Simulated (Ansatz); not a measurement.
## Geometry relaxation of W$_{14}$Se$_{27}$ (charge +2) (part 3 of 3)

The same run, continued: W$_{14}$Se$_{27}$ (defect cell, 41 atoms in the cell, total charge +2); DFT PBE+D3(BJ), scalar-relativistic, plane waves, PAW, no spin polarisation (Ansatz 0.2.0); cutoff 420 eV, 2×2×2 k-mesh, Gaussian smearing of 0.01 eV. The structure derives from a Materials Project entry. It belongs to a series of runs on one base structure; here: Se vacancy (site f), charge +2, atoms relaxed at the host's cell.

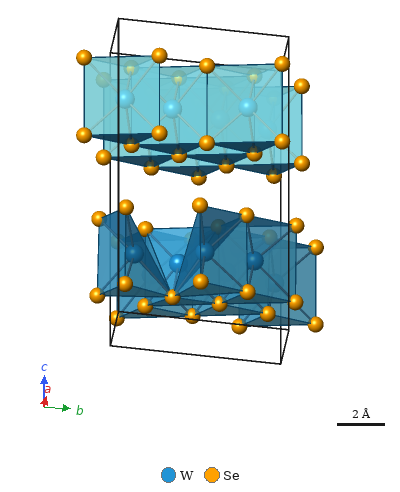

The geometry at step 2 of the log (polyhedral view of the cell of the calculation, seen at an oblique angle; polyhedra are completed across the faces of the cell).

## What the program printed, continued
```
  k-point 3: bands = ["-61.4418", "-61.4385", "-61.4381", "-61.4193", "-61.4187", "-61.4095", "-61.4093", "-61.3873", "-61.3858", "-61.3827", ... 166 levels left out ..., "-25.6288", "-25.6268", "-25.6152", "-25.6115", "-25.6101", "-25.6094", "-25.6065", "-25.5994", "-25.5905", "-25.5807", "-25.5792", "-25.5547", "-25.5520", "-25.5249", "-25.5154", "-1.7213", "-1.7171", "-1.6875", "-1.5863", "-0.9265", "-0.8839", "-0.8687", "-0.7840", "-0.6802", "-0.6668", "-0.6413", "-0.5587", "-0.2866", "-0.2451",
      "-0.2428", "-0.2251", "-0.1763", "-0.1310", "-0.0637", "-0.0294", "0.0043", "0.0265", "0.0519", "0.1113", "0.1562", "0.1614", "0.2075", "6.2178", "6.3184", "6.7827", "6.8463", "6.8563", "6.8588", "6.8974", "6.9183", "6.9574", "7.0110", "7.1838", "7.2146", "7.2323", "7.2893", "7.3268", "7.3383", "7.3455", "7.3940", "7.6078", "7.7407", "7.7898", "7.8430", "7.8902", "8.0865", "8.3883", "8.4144", "8.4480",
      "8.4747", "8.4976", "8.5716", "8.6052", "8.6089", "8.7740", "8.8139", "8.9375", "9.0220", "9.0286", "9.1131", "9.1577", "9.1742", "9.2670", "9.3730", "9.5546", "9.5630", "9.6264", "9.6399", "9.6503", "9.6702", "9.7132", "9.7411", "9.7949", "9.7980", "9.8368", "9.9227", "10.0317", "10.2120", "10.3547", "10.3650", "10.3869", "10.3946", "10.4203", "10.4704", "10.4798", "10.5597", "10.5799", "10.6503", "10.7029",
      "10.7708", "10.7818", "10.7843", "10.8030", "10.8350", "10.9286", "11.0153", "11.0473", "11.1443", "11.2768", "11.3750", "11.4061", "11.4893", "11.5612", "11.5846", "11.6019", "11.7077", "11.7336", "11.7349", "11.7859", "11.9706", "11.9908", "12.0880", "12.1199", "12.1613", "12.2606", "12.3052", "12.3194", "12.3569", "13.6817", "13.9044", "14.4680", "14.5284", "14.5510", "14.5743", "14.6302", "14.6764", "14.6934", "14.6991", "14.7118",
      "14.7450", "14.8707", "14.9585", "15.0635", "15.0768", "15.0897", "15.0917", "15.1392", "15.1882", "15.1894", "15.2477", "15.2819", "15.3749", "15.4171", "15.4458", "15.4535", "15.4644", "15.4993", "15.5292", "15.5709", "15.5864", "15.7908", "15.8326", "15.8667", "15.9384", "15.9583", "16.0088", "16.0295", "16.0946", "16.1765", "16.3006", "16.3355", "16.4031", "16.4086", "16.4493", "16.5750", "16.8396", "16.8996", "16.9075", "16.9607",
      "17.0269", "17.0802", "17.1684", "17.2045", "17.2449", "17.3448", "18.0088", "18.4390", "18.5054", "18.5320", "18.6142"]
--- Relaxed structure (3 steps of the walk, 2 accepted, 0 SCFs on fresh bases) ---
  F+E_penalty+E_count = -293116.76862813 eV   max|allowed force component| = 1.258e-2 eV/Å
  atoms:
    - { symbol: W, position: [0.8891068828468012, 0.5123925223646495, 0.24749050497502934] }
    - { symbol: W, position: [0.4876074776353506, 0.37671436048215173, 0.24749050497502934] }
    - { symbol: W, position: [0.04582052992510911, 0.23868396662862493, 0.25104999260519884] }
    - { symbol: W, position: [0.7613160333713751, 0.8071365632964843, 0.25104999260519884] }
    - { symbol: W, position: [0.33333333333333337, 0.6666666666666667, 0.25324838744719447] }
    - { symbol: W, position: [0.6232856395178483, 0.1108931171531989, 0.24749050497502934] }
    - { symbol: W, position: [0.19286343670351563, 0.954179470074891, 0.25104999260519884] }
    - { symbol: W, position: [0.6666666666666667, 0.33333333333333337, 0.7507349034259463] }
    - { symbol: W, position: [0.2377420890913288, 0.19002217451655543, 0.7500621028740739] }
    - { symbol: W, position: [0.8099778254834447, 0.047719914574773425, 0.7500621028740739] }
    - { symbol: W, position: [0.5240913123156994, 0.619236283985548, 0.7501207819123287] }
    - { symbol: W, position: [0.09514497166984842, 0.47590868768430056, 0.7501207819123287] }
    - { symbol: W, position: [0.38076371601445197, 0.9048550283301515, 0.7501207819123287] }
    - { symbol: W, position: [0.9522800854252267, 0.7622579109086713, 0.7500621028740739] }
    - { symbol: Se, position: [0.24690566995406568, 0.19384518076282786, 0.38098029863080585] }
    - { symbol: Se, position: [0.8061548192371724, 0.05306048919123782, 0.38098029863080585] }
    - { symbol: Se, position: [0.5260724223795792, 0.6098144828888045, 0.3816185374460122] }
    - { symbol: Se, position: [0.08374206050922525, 0.4739275776204208, 0.3816185374460122] }
    - { symbol: Se, position: [0.3901855171111953, 0.9162579394907747, 0.3816185374460122] }
    - { symbol: Se, position: [0.9469395108087622, 0.7530943300459344, 0.38098029863080585] }
    - { symbol: Se, position: [0.9053799983392383, 0.5243495238506822, 0.8819078609968013] }
    - { symbol: Se, position: [0.4756504761493179, 0.38103047448855626, 0.8819078609968013] }
    - { symbol: Se, position: [0.04768325873804653, 0.23803550669975296, 0.8820300274880315] }
    - { symbol: Se, position: [0.7619644933002471, 0.8096477520382936, 0.8820300274880315] }
    - { symbol: Se, position: [0.33333333333333337, 0.6666666666666667, 0.8818650154291231] }
    - { symbol: Se, position: [0.6189695255114438, 0.09462000166076169, 0.8819078609968013] }
    - { symbol: Se, position: [0.19035224796170624, 0.9523167412619534, 0.8820300274880315] }
    - { symbol: Se, position: [0.6666666666666667, 0.33333333333333337, 0.10862741787700697] }
    - { symbol: Se, position: [0.24034684546424445, 0.1929824330949996, 0.11949301413157262] }
    - { symbol: Se, position: [0.8070175669050005, 0.04736441236924485, 0.11949301413157262] }
    - { symbol: Se, position: [0.5213845474409714, 0.6156290272901094, 0.12051233333158376] }
    - { symbol: Se, position: [0.09424447984913775, 0.47861545255902865, 0.12051233333158376] }
    - { symbol: Se, position: [0.3843709727098906, 0.9057555201508622, 0.12051233333158376] }
    - { symbol: Se, position: [0.9526355876307551, 0.7596531545357555, 0.11949301413157262] }
    - { symbol: Se, position: [0.9043146311964091, 0.5234460051281712, 0.6186605284976762] }
    - { symbol: Se, position: [0.476553994871829, 0.3808686260682381, 0.6186605284976762] }
    - { symbol: Se, position: [0.04771598486362895, 0.23817280263629587, 0.6179468169947967] }
    - { symbol: Se, position: [0.761827197363704, 0.8095431822273331, 0.6179468169947967] }
    - { symbol: Se, position: [0.33333333333333337, 0.6666666666666667, 0.6182300873689961] }
    - { symbol: Se, position: [0.6191313739317619, 0.09568536880359096, 0.6186605284976762] }
    - { symbol: Se, position: [0.19045681777266665, 0.9522840151363711, 0.6179468169947967] }
```

## Trajectory as extended XYZ (Å, eV, eV/Å), 3 frames, from step=1 to step=3
```
41
Lattice="1.6395 -8.5192 0.0000 6.5581 5.6795 0.0000 0.0000 0.0000 12.7928" Properties=species:S:1:pos:R:3:forces:R:3 step=1 energy=-293116.76475
W     4.8208   -4.6674    3.1660   -0.0201   0.0332   0.0474
W     3.2712   -2.0105    3.1660   -0.0187  -0.0341   0.0474
W     1.6452    0.9658    3.2111   -0.0804   0.0332   0.0106
W     6.5386   -1.8978    3.2111    0.0115  -0.0862   0.0106
W     4.9186    0.9466    3.2374    0.0000   0.0000   0.0841
W     1.7451   -4.6810    3.1660    0.0389   0.0008   0.0474
W     6.5719    3.7718    3.2111    0.0689   0.0530   0.0106
W     3.2790   -3.7863    9.6030    0.0000   0.0000  -0.0092
W     1.6382   -0.9476    9.5953   -0.0269  -0.0054   0.0113
W     1.6411   -6.6267    9.5953    0.0181  -0.0206   0.0113
W     4.9175   -0.9512    9.5955    0.0065   0.0129   0.0086
W     3.2756    1.8964    9.5955    0.0080  -0.0121   0.0086
W     6.5626    1.8945    9.5955   -0.0144  -0.0009   0.0086
W     6.5579   -3.7846    9.5953    0.0087   0.0260   0.0113
Se    1.6754   -0.9983    4.8707   -0.0052  -0.0379   0.0264
Se    1.6663   -6.5691    4.8707    0.0354   0.0145   0.0264
Se    4.8621   -1.0188    4.8813   -0.0124   0.0301   0.0360
Se    3.2447    1.9781    4.8813    0.0323  -0.0044   0.0360
Se    6.6488    1.8804    4.8813   -0.0199  -0.0258   0.0360
Se    6.4953   -3.7916    4.8707   -0.0303   0.0234   0.0264
Se    4.9216   -4.7330   11.2802    0.0071  -0.0130   0.0503
Se    3.2777   -1.8905   11.2802    0.0077   0.0126   0.0503
Se    1.6395    0.9449   11.2797    0.0026   0.0080   0.0475
Se    6.5595   -1.8923   11.2797   -0.0082  -0.0017   0.0475
Se    4.9186    0.9466   11.2743    0.0000   0.0000   0.0647
Se    1.6379   -4.7354   11.2802   -0.0148   0.0004   0.0503
Se    6.5566    3.7871   11.2797    0.0056  -0.0062   0.0475
Se    3.2790   -3.7863    1.3967    0.0000   0.0000  -0.0615
Se    1.6599   -0.9501    1.5327   -0.0153  -0.0132  -0.0559
Se    1.6324   -6.6066    1.5327    0.0190  -0.0066  -0.0559
Se    4.8897   -0.9447    1.5430    0.0176   0.0129  -0.0705
Se    3.2951    1.9172    1.5430    0.0024  -0.0217  -0.0705
Se    6.5709    1.8672    1.5430   -0.0200   0.0088  -0.0705
Se    6.5448   -3.8022    1.5327   -0.0038   0.0198  -0.0559
Se    4.9153   -4.7290    7.9144   -0.0010  -0.0141  -0.0438
Se    3.2773   -1.8980    7.9144    0.0127   0.0062  -0.0438
Se    1.6402    0.9454    7.9104    0.0029   0.0070  -0.0715
Se    6.5588   -1.8920    7.9104   -0.0075  -0.0010  -0.0715
Se    4.9186    0.9466    7.9147    0.0000   0.0000  -0.0657
Se    1.6445   -4.7320    7.9144   -0.0118   0.0079  -0.0438
Se    6.5567    3.7863    7.9104    0.0046  -0.0060  -0.0715
41
Lattice="1.6395 -8.5192 0.0000 6.5581 5.6795 0.0000 0.0000 0.0000 12.7928" Properties=species:S:1:pos:R:3:forces:R:3 step=2 energy=-293116.76337 accepted=F
W     4.8175   -4.6662    3.1680    0.0120   0.0030  -0.0373
W     3.2718   -2.0141    3.1680   -0.0086   0.0089  -0.0373
W     1.6350    0.9666    3.2151    0.0600  -0.0289  -0.0234
W     6.5430   -1.9071    3.2151   -0.0050   0.0664  -0.0234
W     4.9186    0.9466    3.2458    0.0000   0.0000  -0.0800
W     1.7479   -4.6787    3.1680   -0.0034  -0.0119  -0.0373
W     6.5777    3.7802    3.2151   -0.0550  -0.0375  -0.0234
W     3.2790   -3.7863    9.6023    0.0000   0.0000  -0.0043
W     1.6324   -0.9473    9.5928    0.0189   0.0237  -0.0152
W     1.6437   -6.6319    9.5928   -0.0300   0.0045  -0.0152
W     4.9224   -0.9440    9.5944    0.0141   0.0117  -0.0126
W     3.2793    1.8886    9.5944    0.0031  -0.0181  -0.0126
W     6.5540    1.8952    9.5944   -0.0172   0.0064  -0.0126
W     6.5610   -3.7798    9.5928    0.0111  -0.0282  -0.0152
Se    1.6797   -1.0038    4.8798   -0.0146   0.0223  -0.0432
Se    1.6690   -6.5626    4.8798   -0.0121  -0.0238  -0.0432
Se    4.8628   -1.0188    4.8877    0.0133  -0.0078  -0.0497
Se    3.2444    1.9775    4.8877   -0.0134  -0.0076  -0.0497
Se    6.6485    1.8810    4.8877    0.0001   0.0154  -0.0497
Se    6.4884   -3.7925    4.8798    0.0266   0.0015  -0.0432
Se    4.9260   -4.7378   11.2815   -0.0295   0.0308  -0.0559
Se    3.2795   -1.8843   11.2815   -0.0119  -0.0409  -0.0559
Se    1.6412    0.9438   11.2856   -0.0141   0.0039  -0.0697
Se    6.5597   -1.8903   11.2856    0.0036  -0.0142  -0.0697
Se    4.9186    0.9466   11.2881    0.0000   0.0000  -0.0962
Se    1.6316   -4.7369   11.2815    0.0414   0.0101  -0.0559
Se    6.5548    3.7863   11.2856    0.0105   0.0102  -0.0697
Se    3.2790   -3.7863    1.3893    0.0000   0.0000   0.0360
Se    1.6609   -0.9502    1.5265    0.0063   0.0031   0.0801
Se    1.6320   -6.6057    1.5265   -0.0059   0.0039   0.0801
Se    4.8969   -0.9441    1.5412   -0.0169  -0.0107   0.0842
Se    3.2920    1.9107    1.5412   -0.0008   0.0199   0.0842
Se    6.5668    1.8732    1.5412    0.0177  -0.0093   0.0842
Se    6.5443   -3.8030    1.5265   -0.0004  -0.0070   0.0801
Se    4.9171   -4.7345    7.9111   -0.0214   0.0368   0.0626
Se    3.2812   -1.8937    7.9111   -0.0212  -0.0370   0.0626
Se    1.6429    0.9447    7.8972   -0.0186   0.0001   0.0931
Se    6.5580   -1.8893    7.8972    0.0092  -0.0161   0.0931
Se    4.9186    0.9466    7.8986    0.0000   0.0000   0.1056
Se    1.6389   -4.7308    7.9111    0.0426   0.0001   0.0626
Se    6.5548    3.7843    7.8972    0.0094   0.0161   0.0931
41
Lattice="1.6395 -8.5192 0.0000 6.5581 5.6795 0.0000 0.0000 0.0000 12.7928" Properties=species:S:1:pos:R:3:forces:R:3 step=3 energy=-293116.76863
W     4.8180   -4.6644    3.1661   -0.0046   0.0039   0.0002
W     3.2700   -2.0145    3.1661   -0.0011  -0.0060   0.0002
W     1.6404    0.9652    3.2116   -0.0061   0.0047  -0.0062
W     6.5415   -1.9017    3.2116   -0.0010  -0.0076  -0.0062
W     4.9186    0.9466    3.2398    0.0000   0.0000  -0.0114
W     1.7491   -4.6801    3.1661    0.0057   0.0021   0.0002
W     6.5738    3.7762    3.2116    0.0071   0.0029  -0.0062
W     3.2790   -3.7863    9.6040    0.0000   0.0000  -0.0016
W     1.6360   -0.9461    9.5954   -0.0089  -0.0010  -0.0034
W     1.6409   -6.6293    9.5954    0.0053  -0.0072  -0.0034
W     4.9203   -0.9479    9.5962    0.0060   0.0111  -0.0021
W     3.2770    1.8923    9.5962    0.0066  -0.0107  -0.0021
W     6.5584    1.8953    9.5962   -0.0126  -0.0004  -0.0021
W     6.5602   -3.7834    9.5954    0.0036   0.0082  -0.0034
Se    1.6761   -1.0025    4.8738   -0.0006  -0.0010   0.0009
Se    1.6697   -6.5664    4.8738    0.0012   0.0000   0.0009
Se    4.8617   -1.0183    4.8820    0.0020   0.0070   0.0066
Se    3.2454    1.9782    4.8820    0.0051  -0.0052   0.0066
Se    6.6486    1.8798    4.8820   -0.0070  -0.0018   0.0066
Se    6.4914   -3.7900    4.8738   -0.0006   0.0010   0.0009
Se    4.9231   -4.7351   11.2821    0.0008  -0.0002  -0.0035
Se    3.2787   -1.8881   11.2821   -0.0002   0.0008  -0.0035
Se    1.6392    0.9457   11.2837    0.0006  -0.0006  -0.0050
Se    6.5590   -1.8930   11.2837    0.0002   0.0008  -0.0050
Se    4.9186    0.9466   11.2815    0.0000   0.0000  -0.0025
Se    1.6353   -4.7357   11.2821   -0.0006  -0.0006  -0.0035
Se    6.5575    3.7870   11.2837   -0.0008  -0.0002  -0.0050
Se    3.2790   -3.7863    1.3897    0.0000   0.0000  -0.0038
Se    1.6596   -0.9515    1.5287   -0.0007   0.0015   0.0081
Se    1.6337   -6.6061    1.5287   -0.0009  -0.0014   0.0081
Se    4.8922   -0.9453    1.5417    0.0035   0.0078   0.0026
Se    3.2933    1.9154    1.5417    0.0051  -0.0069   0.0026
Se    6.5702    1.8697    1.5417   -0.0085  -0.0009   0.0026
Se    6.5437   -3.8013    1.5287    0.0017  -0.0001   0.0081
Se    4.9154   -4.7311    7.9144   -0.0002   0.0009   0.0021
Se    3.2791   -1.8967    7.9144   -0.0007  -0.0006   0.0021
Se    1.6402    0.9462    7.9053    0.0009  -0.0004   0.0051
Se    6.5581   -1.8924    7.9053    0.0000   0.0010   0.0051
Se    4.9186    0.9466    7.9089    0.0000   0.0000   0.0031
Se    1.6426   -4.7311    7.9144    0.0009  -0.0003   0.0021
Se    6.5574    3.7859    7.9053   -0.0008  -0.0005   0.0051
```

## Summary

```tsv
quantity	value
outcome	converged
electrons treated	626
free energy	−293116.7686 eV
Fermi energy	12.396 eV
gap on the k-point mesh	none (metallic)
final volume	833.85 Å³
largest force (length of the vector) at the end	0.013 eV/Å
hardware	4 threads of Intel Xeon (Granite Rapids), 16 GiB of memory available, shared host
wall time	62 s (CPU time 3.8 min)
peak memory	5.1 GiB
```

## Remarks

The cell is charged and computed with a neutralising background, so its energy and pressure depend on the cell and aren't those of a real crystal. Spin–orbit coupling is left out, which matters for W.
